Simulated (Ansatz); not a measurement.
# PbI2: the cell at several levels of theory

How does the equilibrium cell of the known phase of PbI2 (P-3m1) with 3 atoms a cell depend on the functional? It is relaxed with PBE-D3(BJ), r2SCAN+rVV10 and PBE-D4.

Program: Ansatz 0.2.0. PAW datasets, plane waves, zero pressure. (Simulation; spin polarisation is off.)

### 1 The system as given

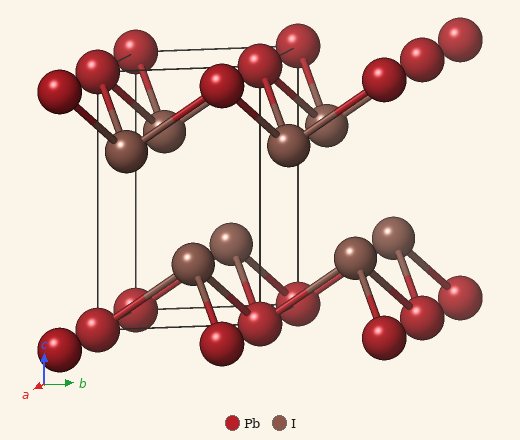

View slightly off an axis; lead red, iodine brown. 2×2×1 cells are drawn.

As a file:

```
Pb I
1.0
     4.55500    0.00000    0.00000
    -2.27750    3.94475    0.00000
     0.00000    0.00000    6.97700
Pb I
1 2
Cartesian
  0.0000 0.0000 0.0000
  0.0000 2.6298 1.8489
  2.2775 1.3149 5.1281
```

### 2 Relaxing with PBE-D3(BJ)

Contents of input.yaml:

```yaml
crystal:
  lattice:
    - [4.555, 0.0, 0.0]
    - [-2.2775, 3.9447457142, 0.0]
    - [0.0, 0.0, 6.977]
  atoms:
    - { symbol: Pb, position: [0.0, 0.0, 0.0] }
    - { symbol: I, position: [0.3333333333, 0.6666666667, 0.265] }
    - { symbol: I, position: [0.6666666667, 0.3333333333, 0.735] }
kpoints:
  mp_grid: { grid: [6, 6, 4] }
hamiltonian:
  xc: pbe
  dispersion: d3bj
scf:
  occupations: { method: fermi_dirac, width: 0.02 }
relax:
  f_tol: 0.005
  cell: {}
output:
  write_density: true
  write_potential: true
  elf: true
  volumetric_format: npy
```

Command:

```sh
> ansatz run input.yaml --threads 2 --pin off --max-ram 2211MiB --backend cpu --events-out ev --progress --plain --runs-dir out
```

The program printed, cut to the lines that bear on the results:

```text
Warning: RAYON_NUM_THREADS=2 ignored (pool sized by the plan → 2); use --threads N
[...]
Pseudopotentials: kind: paw
Pseudopotential: Pb, paw, valence charge 14, recommended cutoff 420 eV (normal), Pb.paw.azcp
Pseudopotential: I, paw, valence charge 17, recommended cutoff 420 eV (normal), I.paw.azcp
Functional definition: PBE
[...]
Crystal: 3 atoms, lattice volume = 125.365 Å³
Basis set: ecut = 420 eV, 2453 PW (Γ), exchange–correlation on 64×64×96 points (8 copies of the dense FFT grid, shifted against one another)
Bands: 29, of which v1, the nominal top of the filled ones, is band 24 counted from 1 (23 counted from 0)
Symmetry: 12 space group operations
Space group: P-3m1 (ITA 164), of the structure as read, at distance tolerance 5.0e-5 Å
k-points: 24 of 144
[...]
SCF iter   1: F=—  HF=-26935.093886 eV  |F-HF|=—  |Δ(HF+E_count)|=         —  Δρ=6.43e-4  dr2=3.90e-4  ethr=1.77e-3  ⟨swp⟩=9.0  Hψ=3551  notcnv=0
[...]
relax step   1: F+E_penalty+E_count = -26935.09243004 eV  Δ(F+E_penalty+E_count) = +0.000e0 eV  max|allowed force component| = 1.792e-1 eV/Å  Δτ_max = 0.0000 Å  P = +0.546 GPa  Ω = 125.365 Å³  (7 SCF iters, dr2 threshold 1.00e-7 eV, accepted)
[...]
relax step   3: F+E_penalty+E_count = -26935.10001163 eV  Δ(F+E_penalty+E_count) = -2.681e-3 eV  max|allowed force component| = 3.741e-3 eV/Å  Δτ_max = 0.0335 Å  P = +0.041 GPa  Ω = 125.201 Å³  energy of the carried Pulay correction = +1.674e-5 eV  (5 SCF iters, dr2 threshold 3.00e-7 eV, accepted)
[...]
relax step   4: F+E_penalty+E_count = -26935.09999254 eV  Δ(F+E_penalty+E_count) = +1.908e-5 eV  max|allowed force component| = 3.708e-3 eV/Å  Δτ_max = 0.0000 Å  P = +0.041 GPa  Ω = 125.201 Å³  stress off target by 4.64e-2 GPa  SCF on the basis re-selected at this cell (its energy is not [...]
SCF converged after 6 iterations
Free energy (F): -26935.099993 eV
[...]
E sigma→0 (E₀):  -26935.099993 eV
Fermi energy:    6.326094 eV
[...]
--- Forces (eV/Å), atoms counted from 1 ---
  atom   1  Pb     0.00000000     0.00000000     0.00000000
  atom   2  I     -0.00000000    -0.00000000     0.00370788
  atom   3  I     -0.00000000     0.00000000    -0.00370788
[...]
--- Stress (GPa, compression-positive) ---
        0.037954      -0.000000       0.000000
       -0.000000       0.037954      -0.000000
        0.000000      -0.000000       0.046425
  P = ⅓ Tr σ = 0.0408 GPa (0.408 kbar)
--- Band table (eV; the first three rows and the last of 24) ---
[...]
--- Relaxed structure (3 steps of the walk, 3 accepted, 1 SCFs on fresh bases) ---
  F+E_penalty+E_count = -26935.09999254 eV   max|allowed force component| = 3.708e-3 eV/Å   (the final SCF, on the basis selected at the relaxed cell)
  cell:  # Å, volume = 125.2011 Å³
    - [4.557468246628385, 1.8696725480647617e-33, 1.168545342540476e-34]
    - [-2.2787341233141927, 3.946883278521105, 1.1559606754098256e-33]
    - [1.7898882228198227e-34, 2.1478658673837876e-33, 6.9603351975621255]
  atoms:
    - { symbol: Pb, position: [-5.725642443549906e-35, 5.231093838764965e-103, 1.2868893973670072e-85] }
    - { symbol: I, position: [0.3333333333333333, 0.6666666666666666, 0.2712467612934256] }
    - { symbol: I, position: [0.6666666666666666, 0.3333333333333333, 0.7287532387065744] }
```

Run time: 10 s. Hardware: 2 threads of Arm Neoverse V2, shared host; peak memory 0.5 GiB.

The path of the relaxation:

```csv
step,energy change (meV/atom),largest force (eV/Å),pressure (GPa),volume (Å³/atom)
1,0.0,0.1792,0.55,41.788
2,-1.6,0.0952,-0.10,41.349
3,-2.5,0.0037,0.04,41.734
4,-2.5,0.0037,0.04,41.734
```

The table lists every geometry solved, with passes on a fresh basis, whose energies don't compare exactly with the rows above.

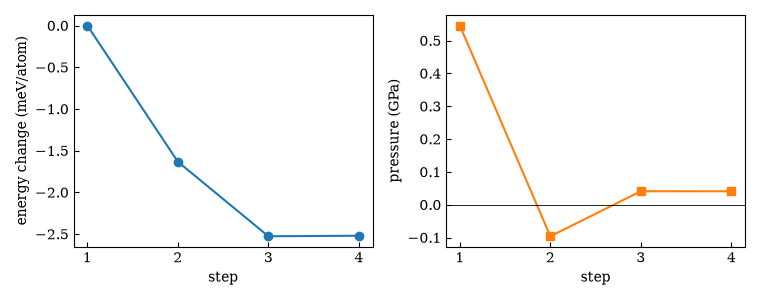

Energy and pressure along the relaxation.

|  | before | after | change |
| --- | --- | --- | --- |
| a (Å) | 4.555 | 4.557 | +0.05 % |
| c (Å) | 6.977 | 6.960 | -0.24 % |
| volume (Å³/atom) | 41.788 | 41.734 | -0.13 % |
| shortest distance (Å) | 3.215 | 3.239 | +0.74 % |
| space group | P-3m1 | P-3m1 | same |

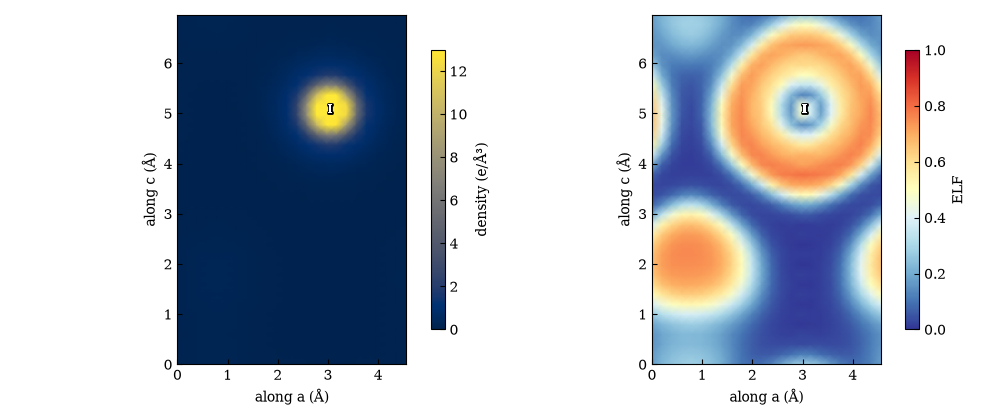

Density (left) and ELF (right) in a lattice plane of the grid's cell (edges 4.56 and 6.96 Å, at 0.333 of the third edge), which holds I. Only atoms in the plane are labelled; the density scale stops at 12.98 e/Å³. Both are smooth fields of the valence electrons: close to the nuclei they are not physical.

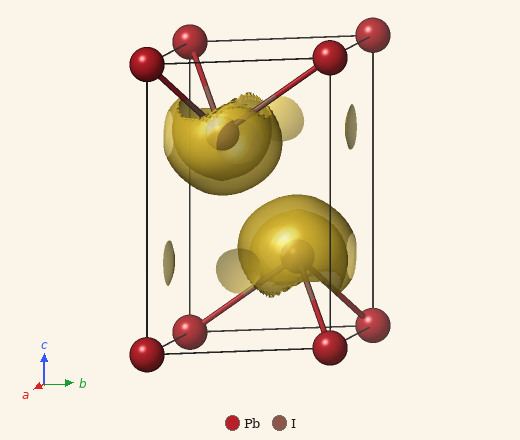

Surface of ELF = 0.73, drawn in one cell.

Maxima of ELF outside the ion cores: 0.79 beside I, off the lines to its neighbours, 1.3 Å from I.

### 3 Relaxation with r2SCAN+rVV10

The cell of step 2 is the starting point.

Contents of input.yaml:

```yaml
crystal:
  lattice:
    - [4.5574682466, 0.0, 0.0]
    - [-2.2787341233, 3.9468832785, 0.0]
    - [0.0, 0.0, 6.9603351976]
  atoms:
    - { symbol: Pb, position: [0.0, 0.0, 0.0] }
    - { symbol: I, position: [0.3333333333, 0.6666666667, 0.2712467613] }
    - { symbol: I, position: [0.6666666667, 0.3333333333, 0.7287532387] }
kpoints:
  mp_grid: { grid: [6, 6, 4] }
hamiltonian:
  xc: r2scan
  dispersion: rvv10
scf:
  occupations: { method: fermi_dirac, width: 0.02 }
relax:
  f_tol: 0.005
  cell: {}
```

Command:

```sh
> ansatz run input.yaml --threads 2 --pin off --max-ram 2211MiB --backend cpu --events-out ev --progress --plain --runs-dir out
```

The program printed, cut to the lines that bear on the results:

```text
Warning: RAYON_NUM_THREADS=2 ignored (pool sized by the plan → 2); use --threads N
[...]
[... 1 set-up line as earlier in the session ...]
Pseudopotential: Pb, paw, valence charge 14, recommended cutoff 500 eV (meta_gga), Pb.paw.azcp
Pseudopotential: I, paw, valence charge 17, recommended cutoff 500 eV (meta_gga), I.paw.azcp
Functional definition: r2SCAN+rVV10
[...]
Crystal: 3 atoms, lattice volume = 125.201 Å³
Basis set: ecut = 500 eV, 3175 PW (Γ), exchange–correlation on 160×160×240 points (64 copies of the dense FFT grid, shifted against one another)
Bands: 29, of which v1, the nominal top of the filled ones, is band 24 counted from 1 (23 counted from 0)
[... 2 set-up lines as earlier in the session ...]
k-points: 24 of 144
[...]
rVV10 density: all electrons in the spheres
[...]
  atom   2  I      0.00000000    -0.00000000    -0.00157364
  atom   3  I     -0.00000000     0.00000000     0.00157364
[...]
--- Stress (GPa, compression-positive) ---
       -0.029831       0.000000       0.000000
        0.000000      -0.029831      -0.000000
        0.000000      -0.000000       0.002552
  P = ⅓ Tr σ = -0.0190 GPa (-0.190 kbar)
--- Relaxed structure (4 steps of the walk, 4 accepted, 1 SCFs on fresh bases) ---
  F+E_penalty+E_count = -26971.65690950 eV   max|allowed force component| = 1.574e-3 eV/Å   (the final SCF, on the basis selected at the relaxed cell)
  cell:  # Å, volume = 127.1129 Å³
    - [4.565725978429597, 5.6145043012764536e-33, 7.836588374181478e-18]
    - [-2.2828629892147987, 3.9540346840385943, -3.918294187090739e-18]
    - [1.1968329550202925e-17, -6.25237084620928e-34, 7.041082198362067]
  atoms:
    - { symbol: Pb, position: [3.3976696030808607e-34, -1.729046701716425e-34, 6.230746891956292e-20] }
    - { symbol: I, position: [0.3333333333333333, 0.6666666666666666, 0.2667794176888431] }
    - { symbol: I, position: [0.6666666666666666, 0.3333333333333333, 0.733220582311157] }
```

It took 37 s on 2 threads of Arm Neoverse V2, shared host; peak memory 0.96 GiB.

Step by step:

```csv
step,energy change (meV/atom),largest force (eV/Å),pressure (GPa),volume (Å³/atom)
1,0.0,0.0579,0.05,41.734
2,-0.6,0.0126,0.10,42.107
3,-0.6,0.0074,0.04,42.238
4,-0.7,0.0016,-0.02,42.371
5,-0.7,0.0016,-0.02,42.371
```

Step 5 solves the same cell on a plane-wave basis chosen anew, so the energy can jump there without a move.

The table lists every geometry solved, with passes on a fresh basis, whose energies don't compare exactly with the rows above.

|  | before | after | change |
| --- | --- | --- | --- |
| a (Å) | 4.557 | 4.566 | +0.18 % |
| c (Å) | 6.960 | 7.041 | +1.16 % |
| volume (Å³/atom) | 41.734 | 42.371 | +1.53 % |
| shortest distance (Å) | 3.239 | 3.237 | -0.05 % |
| space group | P-3m1 | P-3m1 | same |

### 4 Relaxing with PBE-D4

Edit input.yaml of step 3 so:

```diff
@@ -12,4 +12,4 @@
 hamiltonian:
-  xc: r2scan
-  dispersion: rvv10
+  xc: pbe
+  dispersion: d4
 scf:
```

Command:

```sh
> ansatz run input.yaml --threads 2 --pin off --max-ram 2211MiB --backend cpu --events-out ev --progress --plain --runs-dir out
```

The program printed, cut to the lines that bear on the results:

```text
Warning: RAYON_NUM_THREADS=2 ignored (pool sized by the plan → 2); use --threads N
[...]
[... 4 set-up lines as earlier in the session ...]
[...]
Crystal: 3 atoms, lattice volume = 125.201 Å³
Basis set: ecut = 420 eV, 2453 PW (Γ), exchange–correlation on 64×64×96 points (8 copies of the dense FFT grid, shifted against one another)
Bands: 29, of which v1, the nominal top of the filled ones, is band 24 counted from 1 (23 counted from 0)
[... 2 set-up lines as earlier in the session ...]
k-points: 24 of 144
[...]
SCF iter   1: F=—  HF=-26935.203284 eV  |F-HF|=—  |Δ(HF+E_count)|=         —  Δρ=6.16e-4  dr2=3.31e-4  ethr=1.77e-3  ⟨swp⟩=9.1  Hψ=3576  notcnv=0
[...]
  atom   2  I     -0.00000000    -0.00000000    -0.00079888
  atom   3  I      0.00000000     0.00000000     0.00079888
[...]
--- Stress (GPa, compression-positive) ---
       -0.018629       0.000000      -0.000000
        0.000000      -0.018629      -0.000000
       -0.000000      -0.000000      -0.019832
  P = ⅓ Tr σ = -0.0190 GPa (-0.190 kbar)
--- Relaxed structure (2 steps of the walk, 2 accepted, 1 SCFs on fresh bases) ---
  F+E_penalty+E_count = -26935.20189296 eV   max|allowed force component| = 7.989e-4 eV/Å   (the final SCF, on the basis selected at the relaxed cell)
  cell:  # Å, volume = 124.9406 Å³
    - [4.5538674630185305, 0.0, -7.546428866136616e-19]
    - [-2.2769337315092653, 3.9437649084414406, 3.7732144330683246e-19]
    - [-1.1525187145805713e-18, 7.1455666813820356e-34, 6.956844268341052]
  atoms:
    - { symbol: Pb, position: [4.2597630905641884e-35, 6.777253117947967e-37, 0.0] }
    - { symbol: I, position: [0.33333333333333326, 0.6666666666666665, 0.27180103902886077] }
    - { symbol: I, position: [0.6666666666666666, 0.33333333333333326, 0.7281989609711393] }
```

Wall time 6.4 s (2 threads of Arm Neoverse V2, shared host); peak memory 0.49 GiB.

The steps:

```csv
step,energy change (meV/atom),largest force (eV/Å),pressure (GPa),volume (Å³/atom)
1,0.0,0.0061,-0.03,41.734
2,0.0,0.0008,-0.02,41.647
3,0.0,0.0008,-0.02,41.647
```

The table lists every geometry solved, with passes on a fresh basis, whose energies don't compare exactly with the rows above.

```
                       before   after   change
                a (Å)   4.557   4.554  -0.08 %
                c (Å)   6.960   6.957  -0.05 %
     volume (Å³/atom)  41.734  41.647  -0.21 %
shortest distance (Å)   3.239   3.239  +0.00 %
          space group   P-3m1   P-3m1     same
```

### 5 The cells side by side

```
       level  a (Å)  c (Å)  volume (Å³/atom)  space group  SCF geometries
  PBE-D3(BJ)  4.557  6.960            41.734        P-3m1               4
r2SCAN+rVV10  4.566  7.041            42.371        P-3m1               5
      PBE-D4  4.554  6.957            41.647        P-3m1               3
```

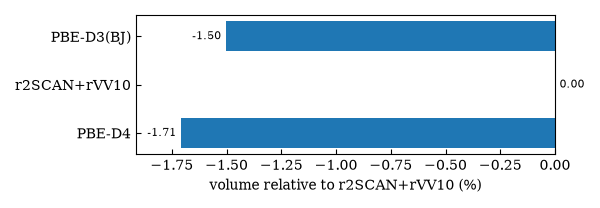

Relaxed volume of each level against r2SCAN+rVV10.

In words: The first relaxation changed the volume by -0.1 % from the start. The volume runs from PBE-D4 (least) to r2SCAN+rVV10 (most), a spread of 1.7 %, or 0.6 % in length if all axes shared it alike.
